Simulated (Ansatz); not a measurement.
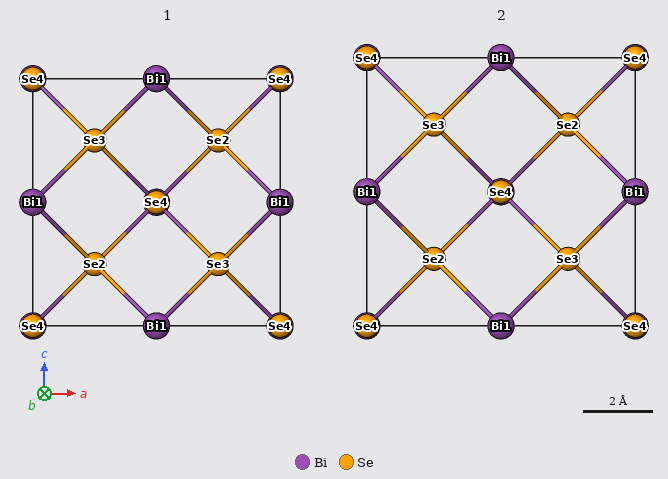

Two geometries of solid BiSe$_{3}$ (a generated structure, set up in Fm-3m) (coarse preliminary run), drawn at one scale. One is the start of a relaxation, the other its converged end. Style: ball-and-stick. Shown: the conventional cell (4 times the calculation's cell), along the b axis. Lengths and directions refer to the drawn axes.

Method: DFT PBE, scalar-relativistic, plane waves, PAW (Ansatz). (plane-wave cutoff 420 eV; k-point mesh 4 × 4 × 4; occupations gaussian; smearing width 0.1 eV; no spin polarisation; cell and atoms relaxed; force threshold 0.04 eV/Å; at most 70 steps)

> Which geometry has the lower energy?

Structure 1 is the relaxed one. The atoms keep their places relative to the cell (all moves are under 0.005 Å). The volume changes by −21.8 %, with a = b = c 7.816 → 7.202 Å (−7.9 %). Among the contacts that change: Bi1–Se2 3.385 → 3.118 Å. The space group stays Fm-3m (No. 225). After 4 accepted moves (5 points after the start) the energy has fallen by 0.927 eV per cell of the calculation. All forces vanish by symmetry, so only the cell relaxes. The pressure goes from −9.02 to −0.03 GPa. At 1 point the geometry stayed and the basis and grid were re-selected for the new cell (energy shift of 2.4 meV per cell of the calculation at most each time). The run took 25 s on 1 thread of Arm Neoverse N1, on a shared host, peak memory 0.38 GiB.
